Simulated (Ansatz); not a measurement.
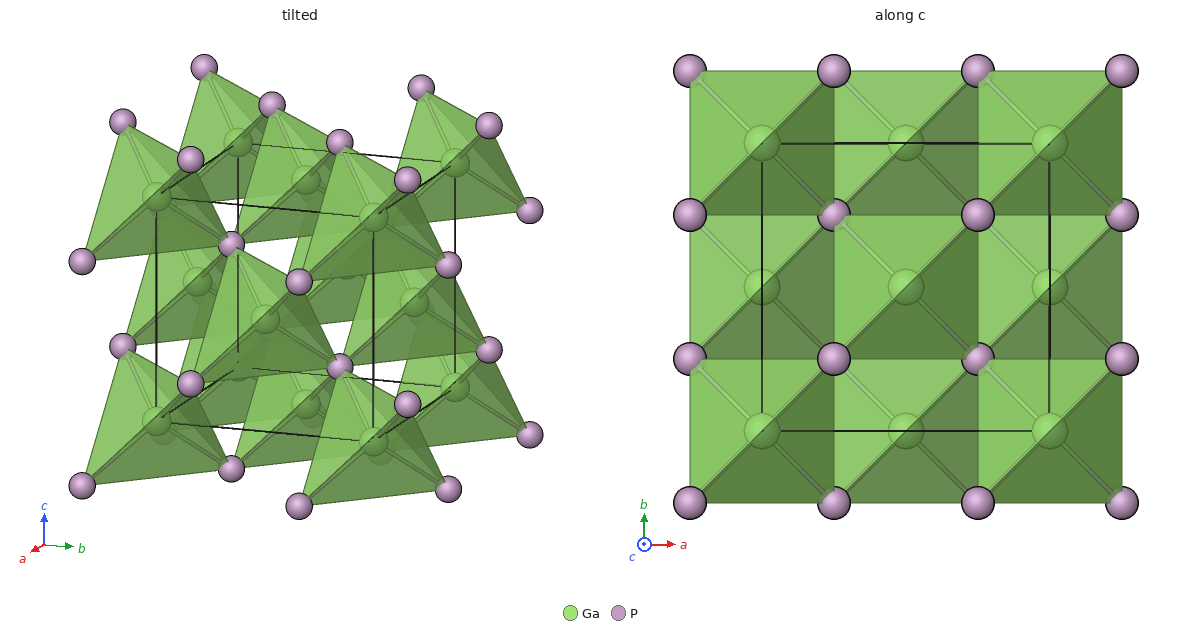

The image is a polyhedral drawing of a crystal, viewed slightly off an axis and along the c axis. One conventional unit cell is framed, with atoms on its boundary repeated. A few atoms beyond the faces are included.

What is this?

- Composition: GaP.
- The atoms follow space group F-43m (No. 216); the Bravais lattice is face-centred cubic.
- The prototype is zinc blende (sphalerite type).
- Cell content: 4 Ga, 4 P, that is 4 formula units.
- The polyhedra are GaP4 tetrahedra; they share corners.
- Ga bonds to four P in a tetrahedral arrangement. Each P has four Ga in a tetrahedral arrangement.
- The bonds build a three-dimensional framework.

The cell started as a structure listed in the Materials Project, with elements exchanged, so it need not be a known form of the compound. It is drawn as it came out of a relaxation with DFT PBEsol, scalar-relativistic, plane waves, PAW in Ansatz.
